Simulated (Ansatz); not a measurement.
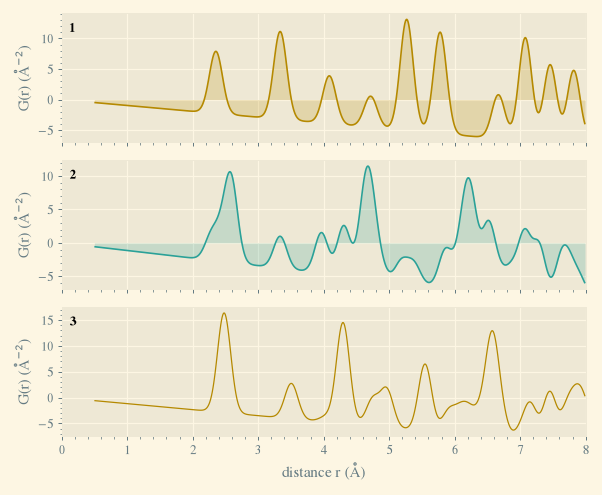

Each curve is a calculated X-ray PDF: distances of the static structure, each pair weighted by the product of the atomic numbers (X-ray weights at Q = 0), broadened by Gaussians with σ = 0.10 Å.

Candidate structures:

A. 
```xyz
3
Lattice="3.9652 0.0000 0.0000 -1.9826 3.4340 0.0000 0.0000 0.0000 2.4365" Properties=species:S:1:pos:R:3 pbc="T T T"
Co    0.0000    0.0000    0.0000
Co    0.0000    2.2893    1.2182
Co    1.9826    1.1447    1.2182
```

B. 
```cif
data_structure
_symmetry_space_group_name_H-M 'P6_3/mmc'
_symmetry_Int_Tables_number 194
_cell_length_a 2.4853
_cell_length_b 2.4853
_cell_length_c 8.0893
_cell_angle_alpha 90.000
_cell_angle_beta 90.000
_cell_angle_gamma 120.000
_cell_volume 43.27
loop_
_atom_site_label
_atom_site_type_symbol
_atom_site_symmetry_multiplicity
_atom_site_Wyckoff_symbol
_atom_site_fract_x
_atom_site_fract_y
_atom_site_fract_z
_atom_site_occupancy
Co1 Co 2 a 0.00000 0.00000 0.00000 1
Co2 Co 2 c 0.33333 0.66667 0.25000 1
```

C. 
```
CELL_PARAMETERS angstrom
2.35851 0.00000 0.00000
0.00000 2.35851 0.00000
0.00000 0.00000 2.35851
ATOMIC_POSITIONS crystal
Co 0.00000 0.00000 0.00000
```

All cells are input geometries of electronic-structure calculations (not necessarily at equilibrium); the starting structure was generated, so it need not be a known form of this composition.

### Which PDF belongs to which candidate?

curve 1 is C (Co, first clear peaks at 2.36 Å (Co–Co) and 3.34 Å (Co–Co)); curve 2 is A (Co, first clear peaks at 2.57 Å (Co–Co) and 3.34 Å (Co–Co)); curve 3 is B (Co, first clear peaks at 2.48 Å (Co–Co) and 3.51 Å (Co–Co)).
